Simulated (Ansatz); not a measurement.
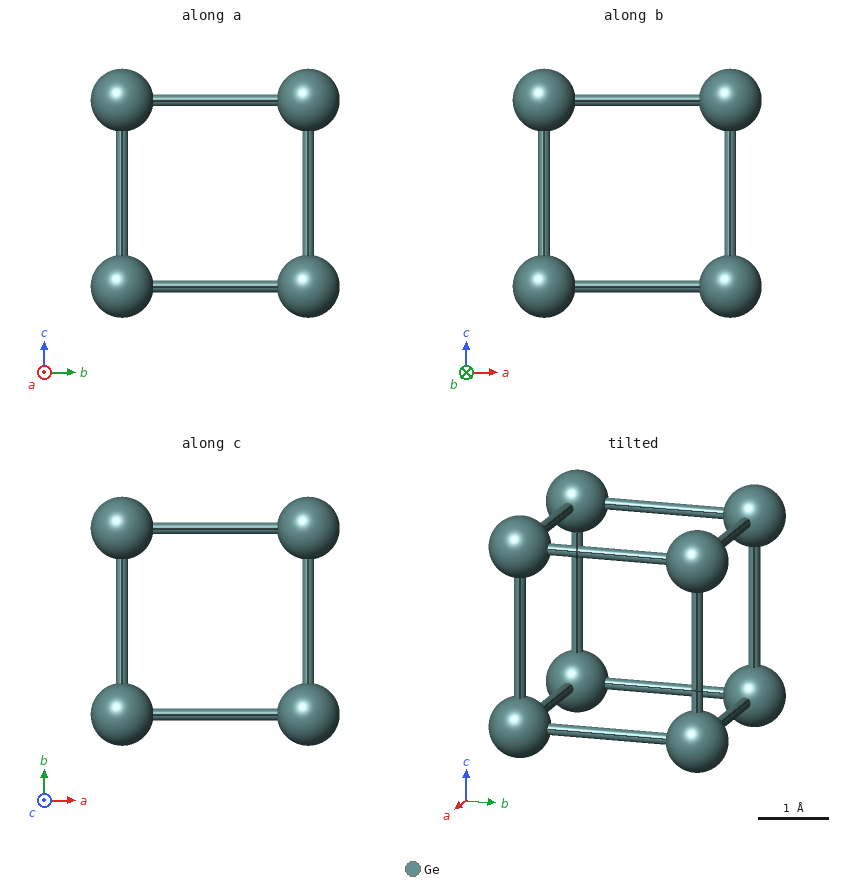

View along the a axis, along the b axis, along the c axis and slightly off an axis, drawn as a ball-and-stick model. The wireframe shows the conventional unit cell.

Lattice parameters: a = 2.6799 Å, b = 2.6799 Å, c = 2.6799 Å, α = 90.000°, β = 90.000°, γ = 90.000°.

### Record the structure as a CIF with its space group and independent sites.

```cif
data_structure
_symmetry_space_group_name_H-M 'P m -3 m'
_symmetry_Int_Tables_number 221
_cell_length_a 2.6799
_cell_length_b 2.6799
_cell_length_c 2.6799
_cell_angle_alpha 90.000
_cell_angle_beta 90.000
_cell_angle_gamma 90.000
_cell_volume 19.25
loop_
_atom_site_label
_atom_site_type_symbol
_atom_site_symmetry_multiplicity
_atom_site_Wyckoff_symbol
_atom_site_fract_x
_atom_site_fract_y
_atom_site_fract_z
_atom_site_occupancy
Ge1 Ge 1 a 0.0000 0.0000 0.0000 1
```

The starting point was a textbook structure type filled with this element (whether it is the usual form wasn't checked). The geometry was optimised with Ansatz 0.2.0, DFT r2SCAN, scalar-relativistic, plane waves, PAW.
